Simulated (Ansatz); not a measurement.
## Energy of Ti along a shift of atoms along one path

System: Ti (P-3m1, 2 atoms in the cell).
Method: DFT r2SCAN, scalar-relativistic, plane waves, PAW, no spin polarisation (Ansatz 0.2.0).

The 5 runs differ only in the geometry, by a shift of atoms along one path in a fixed cell. The shift s is measured from run 3: Ti1 moves along the Cartesian direction (0.00, 1.00, 0.00). The structure derives from an entry of the Crystallography Open Database.

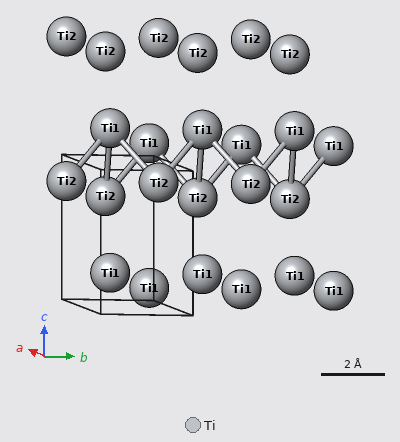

Figure 1. The structure of run 3 (ball-and-stick view of the cell of the calculation, repeated 2 × 3 × 2, seen at an oblique angle; atoms are numbered from 1 in the order of the input). An atom can appear more than once, as a periodic image.

## Input of run 3
```yaml
crystal:
  lattice:
    - [2.9499978604, 0.0, 0.0]
    - [-1.4749989302, 2.5547730882, 0.0]
    - [0.0, 0.0, 4.686]
  atoms:
    - { symbol: Ti, position: [0.3333333333, 0.6666666667, 0.1539692702] }
    - { symbol: Ti, position: [0.6666666667, 0.3333333333, 0.75] }
basis:
  ecutwfc: 500
kpoints:
  mp_grid: { grid: [18, 18, 10] }
hamiltonian:
  xc: r2scan
scf:
  occupations: { method: gaussian, width: 0.15 }
output:
  forces: true
  stress: true
  eigenvalues: true
```

Command:
```bash
ansatz run input.yaml --threads 1 --pin off --max-ram 2560MiB --backend cpu --events-out ev --progress --plain --runs-dir out
```

Run 2 differs from it as follows:
```diff
-    - { symbol: Ti, position: [0.3333333333, 0.6666666667, 0.1539692702] }
+    - { symbol: Ti, position: [0.2892981114, 0.5785962227, 0.1539692702] }
```

## Results, with one run withheld

```csv
run,shift s of Ti1 (Å),"free energy per atom, from the lowest run given (meV)",pressure (GPa),force along the path (eV/Å)
1,−0.4500,55.82,4.88,0.440
2,−0.2250,?,?,?
3,0.0000,0.00,6.55,0.000
4,0.2250,9.65,5.69,−0.193
5,0.4500,49.50,3.52,−0.533
```

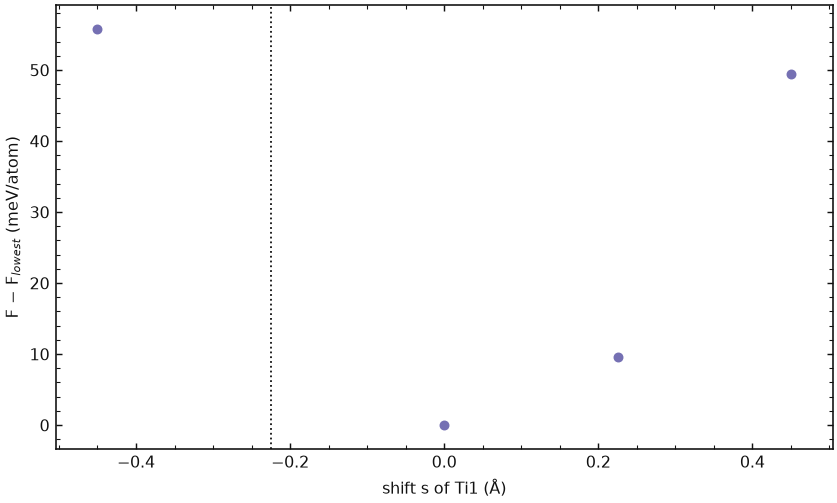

Figure 2. Free energy per atom of the runs given; the dotted line marks run 2.

Fit the runs given and predict run 2.

A quadratic polynomial in the coordinate, fitted to the 4 runs given, misses them by at most 1.13 meV per atom. With x = s − 0.0563, it reads F = −0.43964 + 22.025 x + 263.52 x² (meV per atom). At run 2 it gives 14.22 meV per atom, and the run itself gives 14.44. The slope of the fit gives a force −dF/ds of 0.252 eV/Å along the path (summed over the atoms that move), and the printed forces give 0.266 eV/Å. The fit has its minimum at s = 0.0145 Å.

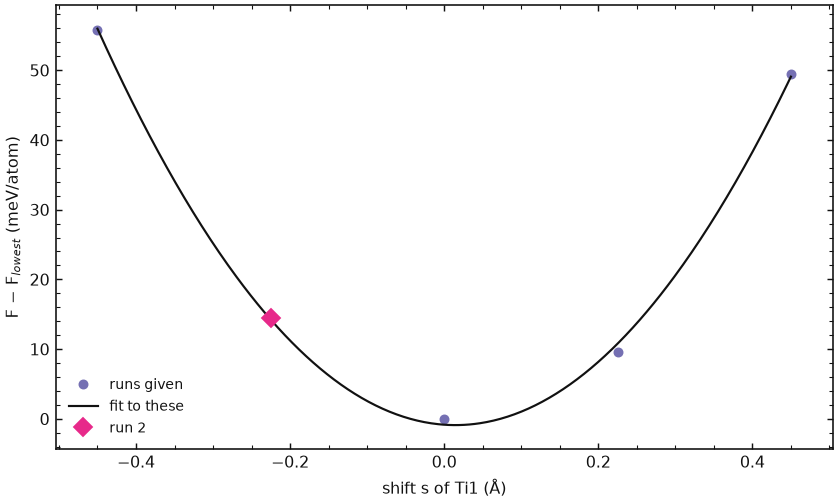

Figure 3. The fit and the withheld run.

## Output, shortened to warnings, some set-up lines, iterations and results (run 2)
```
Basis set: ecut = 500 eV, 929 PW (Γ), exchange–correlation on 96×96×144 points (64 copies of the dense FFT grid, shifted against one another)
Symmetry: 4 space group operations
k-points: 866 of 3240
Initial density: superposition of atomic densities (neutral atoms: chi_scale 0, normalization atom), corrected by the library's trained network
[...]
SCF iter   1: F=—  HF=-5008.132288 eV  |F-HF|=—  |Δ(HF+E_count)|=         —  Δρ=1.94e-2  dr2=1.30e-1  dr2_τ=2.25e-2  ethr=1.77e-3  ⟨swp⟩=3.3  Hψ=56870  notcnv=0
SCF iter   2: F=—  HF=-5008.181266 eV  |F-HF|=—  |Δ(HF+E_count)|=   4.90e-2  Δρ=7.49e-3  dr2=2.01e-2  dr2_τ=1.01e-3  ethr=5.42e-4  ⟨swp⟩=2.9  Hψ=32764  notcnv=0
SCF iter   3: F=—  HF=-5008.181485 eV  |F-HF|=—  |Δ(HF+E_count)|=   2.19e-4  Δρ=1.96e-3  dr2=1.31e-3  dr2_τ=1.51e-4  ethr=8.38e-5  ⟨swp⟩=2.3  Hψ=19432  notcnv=0
SCF iter   4: F=—  HF=-5008.182320 eV  |F-HF|=—  |Δ(HF+E_count)|=   8.35e-4  Δρ=1.14e-3  dr2=1.31e-3  dr2_τ=2.49e-5  ethr=5.45e-6  ⟨swp⟩=2.0  Hψ=21372  notcnv=0
SCF iter   5: F=—  HF=-5008.182081 eV  |F-HF|=—  |Δ(HF+E_count)|=   2.39e-4  Δρ=2.88e-4  dr2=1.00e-5  dr2_τ=1.86e-6  ethr=5.45e-6  ⟨swp⟩=2.0  Hψ=17670  notcnv=0
SCF iter   6: F=—  HF=-5008.182100 eV  |F-HF|=—  |Δ(HF+E_count)|=   1.90e-5  Δρ=4.29e-5  dr2=3.32e-7  dr2_τ=4.40e-8  ethr=4.18e-8  ⟨swp⟩=2.0  Hψ=22643  notcnv=0
SCF iter   7: F=-5008.182100 eV  HF=-5008.182100 eV  |F-HF|=1.98e-9  |Δ(HF+E_count)|=   7.30e-8  Δρ=8.23e-6  dr2=1.48e-8  dr2_τ=9.97e-10  ethr=4.17e-10  ⟨swp⟩=5.2  Hψ=56724  …
SCF 1 converged in 7 iterations: F = -5008.182100 eV  dr2 = 1.48e-8
SCF converged after 7 iterations
Free energy (F): -5008.182100 eV
Harris-Foulkes:  -5008.182100 eV  (|F-HF|=1.98e-9)
Internal energy: -5008.159344 eV  (E = F + TS)
E sigma→0 (E₀):  -5008.170722 eV
Entropy (-TS):   -0.022756 eV (-11.378 meV/atom)
Fermi energy:    13.115215 eV
--- Per-component energies (eV) ---
  E_band       = -348.175344
  E_kinetic    = 547.799119
  E_local      = -1775.105703  (includes V_loc(G=0)·N_el)
  E_nonlocal   = 15.725826
  E_hartree    = 736.519507
  E_xc         = -186.125266
  E_vxc        = -266.238763  (∫ρ·V_xc dr)
  E_paw        = -2114.414059  (= ΣΔE_a)
  E_vpaw       = -361.810195  (= ΣTr[D̂ρ^β])
  E_aug_tail   = 0.000181  (compensation charges beyond the density's cutoff)
  E_vtau       = 18.409649  (kinetic-family band-sum trace: ∫τ·v_τ [+ j·A + Jᵃ·Aᵃ] dr)
  E_ewald      = -2232.052036
  E_core_change = -0.506914  (= ΣΔE_core)
  E_smearing   = -0.022756  (= −TS)
  E_closure    = -0.000000  (closes the sum)
  Σ components = -5008.182100   (vs F -5008.182100, Δ=0.00e0)
--- Forces (eV/Å), atoms counted from 1 ---
  atom   1  Ti     0.00000000     0.26644585     2.97372277
  atom   2  Ti     0.00000000    -0.26644585    -2.97372277
  max |Σ_I F_I| component: 4.44e-16 eV/Å
--- Stress (GPa, compression-positive) ---
        7.745933       0.000000       0.000000
        0.000000      -1.284328       1.074744
        0.000000       1.074735      11.494824
  P = ⅓ Tr σ = 5.9855 GPa (59.855 kbar)
```
